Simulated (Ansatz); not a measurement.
Input

```
crystal:
  lattice:
    - [3.598988, 0.0, 0.0]
    - [0.0, 3.598988, 0.0]
    - [-1.799494, -1.799494, 3.448435]
  atoms:
    - { symbol: Ga, position: [0.0, 0.0, 0.0] }
    - { symbol: Co, position: [0.25, 0.75, 0.5], spin: 3.0 }
    - { symbol: Co, position: [0.75, 0.25, 0.5], spin: 3.0 }
    - { symbol: Co, position: [0.5, 0.5, 0.0], spin: 3.0 }
magnetization:
  spin_polarized: true
basis:
  ecutwfc: 500
  fft_grid_basis: typed
kpoints:
  mp_grid: { grid: [10, 10, 10] }
hamiltonian:
  xc: r2scan
scf:
  occupations: { method: gaussian, width: 0.05 }
output:
  forces: true
  stress: true
  eigenvalues: true
  bader: true
  write_density: true
  volumetric_format: npy
  populations: true
  elf: true
```

Run with:

```sh
ansatz run input.yaml --threads 2 --pin off --max-ram 4096MiB --backend cpu --events-out ev --progress --plain --runs-dir out
```

The picture shows the conventional cell (a = 3.60 Å, b = 3.60 Å, c = 6.90 Å, α = 90.00°, β = 90.00°, γ = 90.00°).

Space group I4/mmm; the calculation finds a residual pressure of about 7 GPa at this fixed cell; spin-polarised. Net moment 4.8 μB in the 4-atom cell of the calculation; other magnetic orders weren't tried. r2SCAN tends to overestimate the moments of metals. The cell comes from a database of computed structures, not from a measurement.

Theory: DFT r2SCAN, scalar-relativistic, plane waves, PAW (Ansatz 0.2.0).

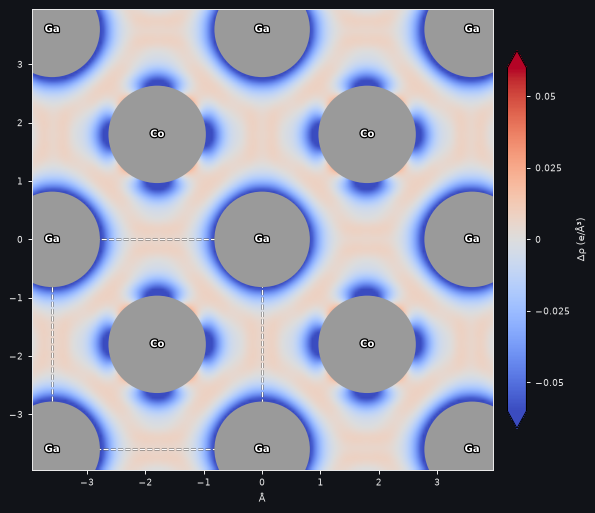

GaCo3. Bonding charge density, ρ(crystal) − Σ ρ(neutral atoms): a map on the (001) plane of the conventional cell, with grey discs over the atomic cores. Cores are masked to 0.8 Å (Ga) and 0.8 Å (Co).

Core electrons are frozen (PAW), so the fields are smoothed inside the atomic spheres.

What does the deformation density say about the bonding?

Co–Ga (2.49 Å): Δρ is +0.007 e/Å³ at the midpoint. Co–Co (2.49 Å): Δρ is +0.02 e/Å³ at the midpoint (this contact isn't in the plane drawn). Over the whole cell, outside the masked cores, the largest gain lies at the edge of the masked core of Co, and the largest loss lies there too, in other directions. The rearranged charge, half the integral of |Δρ|, is about 0.17 e an atom. Bader charges: Ga +0.21 and Co −0.07 e. Among metals such charges hang on how the charge between the atoms is shared out.

Does the calculation give a gap?

It is a metal at this level of theory.

Cost of the run: 110 s on 2 threads of Arm Neoverse V1, on a shared host, peak memory 0.85 GiB.
